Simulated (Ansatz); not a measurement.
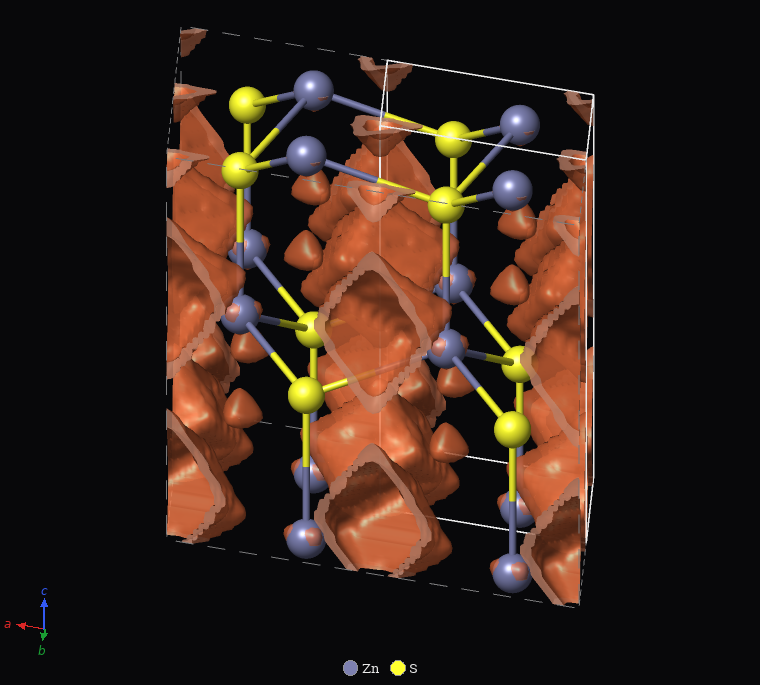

Bond-valence mismatch map for Zn2+ in ZnS in space group P6_3mc: the orange surface encloses the points where |V − 2| < 0.1 v.u. (2×2×1 cells, view from a free direction). Pale faces close the region where the drawn box cuts it.

At each point the valence sum V of a Zn2+ ion is computed from the anions within 5 Å (s = exp((R0 − d)/b), R0 fitted to published crystal structures with b = 0.37 Å; R0: Zn2+–S 2.088 Å). The other Zn2+ ions are ignored. This is an empirical screen for pathways, not an energy calculation.

Source of the atomic positions: the end point of a relaxation with DFT PBE, scalar-relativistic, plane waves, PAW (Ansatz).

```cif
data_structure
_symmetry_space_group_name_H-M 'P6_3mc'
_symmetry_Int_Tables_number 186
_cell_length_a 3.8455
_cell_length_b 3.8455
_cell_length_c 6.3053
_cell_angle_alpha 90.000
_cell_angle_beta 90.000
_cell_angle_gamma 120.000
_cell_volume 80.75
loop_
_atom_site_label
_atom_site_type_symbol
_atom_site_symmetry_multiplicity
_atom_site_Wyckoff_symbol
_atom_site_fract_x
_atom_site_fract_y
_atom_site_fract_z
_atom_site_occupancy
Zn1 Zn 2 b 0.33333 0.66667 0.00522 1
S1 S 2 b 0.33333 0.66667 0.37978 1
```

What pathways for Zn2+ does the map suggest at this level (counting the regions that come within 0.6 Å of a Zn site)?

Answer. No path at this level: the regions are isolated pockets that do not connect across cells.

At which mismatch do paths open?

Answer. From a mismatch of about 0.20 v.u. the regions form a three-dimensional network. These are grid estimates, good to about 0.1 v.u.

What is the valence sum at the Zn sites themselves?

Answer. 1.95 v.u., against the formal 2.
